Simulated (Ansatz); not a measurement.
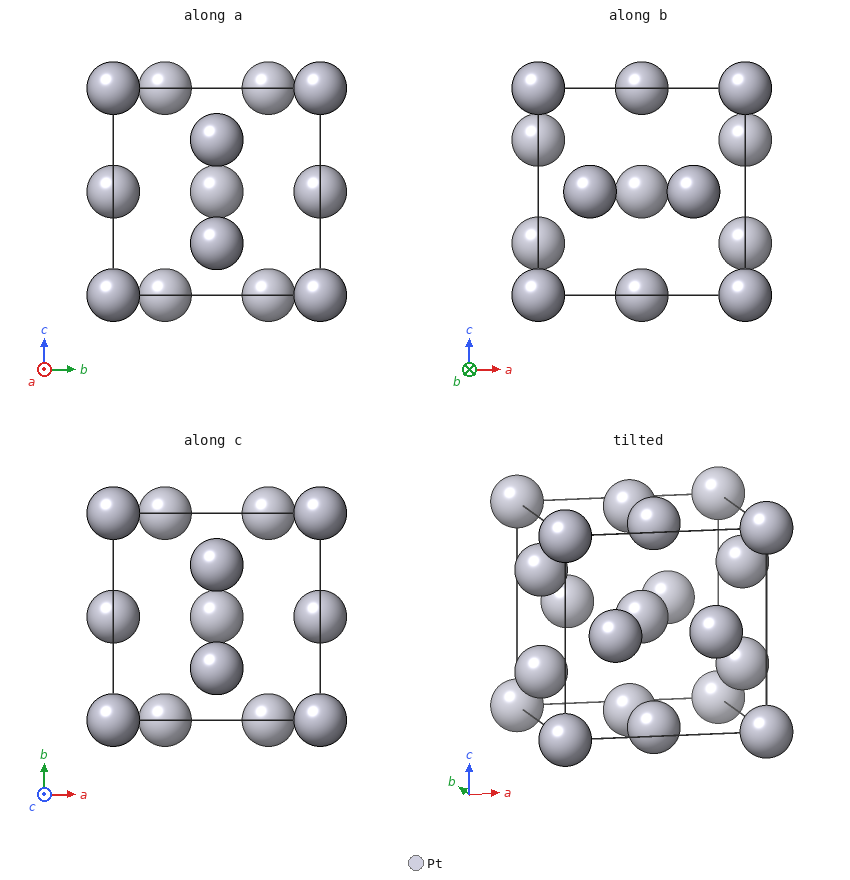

The image is a spheres-only drawing of a crystal, viewed along the a axis, along the b axis, along the c axis and slightly off an axis. The conventional unit cell is drawn as a box.

Lattice parameters: a = 4.9654 Å, b = 4.9654 Å, c = 4.9654 Å, α = 90.000°, β = 90.000°, γ = 90.000°.

**Put the structure into a CIF in P1 with every atom of the cell.**

```cif
data_structure
_symmetry_space_group_name_H-M 'P 1'
_symmetry_Int_Tables_number 1
_cell_length_a 4.9654
_cell_length_b 4.9654
_cell_length_c 4.9654
_cell_angle_alpha 90.000
_cell_angle_beta 90.000
_cell_angle_gamma 90.000
_cell_volume 122.42
loop_
_atom_site_label
_atom_site_type_symbol
_atom_site_fract_x
_atom_site_fract_y
_atom_site_fract_z
_atom_site_occupancy
Pt1 Pt 0.0000 0.0000 0.0000 1
Pt2 Pt 0.5000 0.5000 0.5000 1
Pt3 Pt 0.2500 0.0000 0.5000 1
Pt4 Pt 0.7500 0.0000 0.5000 1
Pt5 Pt 0.5000 0.2500 0.0000 1
Pt6 Pt 0.5000 0.7500 0.0000 1
Pt7 Pt 0.0000 0.5000 0.2500 1
Pt8 Pt 0.0000 0.5000 0.7500 1
```

Provenance: a structure type filled with this element by a generator (whether the element takes this form wasn't checked). Cell shown after relaxation with DFT, LDA (PW92), plane waves (420 eV) with PAW, scalar-relativistic in Ansatz 0.2.0.
